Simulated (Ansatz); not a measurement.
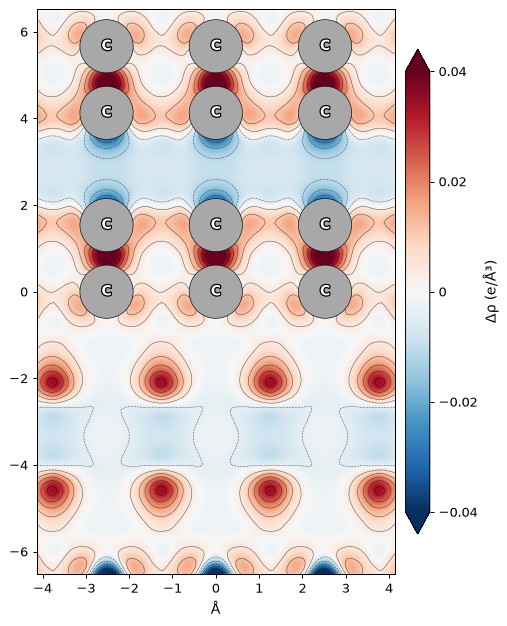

C. Difference of the valence pseudo-densities of two functionals at the same geometry, on the (010) plane of the calculation cell: r2SCAN less PBE.

Both computed with Ansatz (plane waves, PAW), on the same k-point mesh. Grey discs cover the atomic cores.

```xyz
12
Lattice="2.5221 0.0000 0.0000 -1.2611 2.1842 0.0000 0.0000 0.0000 12.3557" Properties=species:S:1:pos:R:3 pbc="T T T"
C     0.0000    0.0000    2.3084
C     0.0000    0.0000    8.4863
C     0.0000    0.0000    3.8694
C     0.0000    0.0000   10.0473
C     0.0000    1.4561    6.4339
C     1.2611    0.7281    0.2560
C     0.0000    1.4561   12.0997
C     1.2611    0.7281    5.9218
C     0.0000    1.4561    7.9707
C     1.2611    0.7281    1.7928
C     0.0000    1.4561   10.5629
C     1.2611    0.7281    4.3850
```

What does the difference map show?

Answer. Against PBE, r2SCAN gives less density in the space between the atoms (−0.002 e/Å³ on average) and a change of +0.053 e/Å³ at the midpoint of C–C.
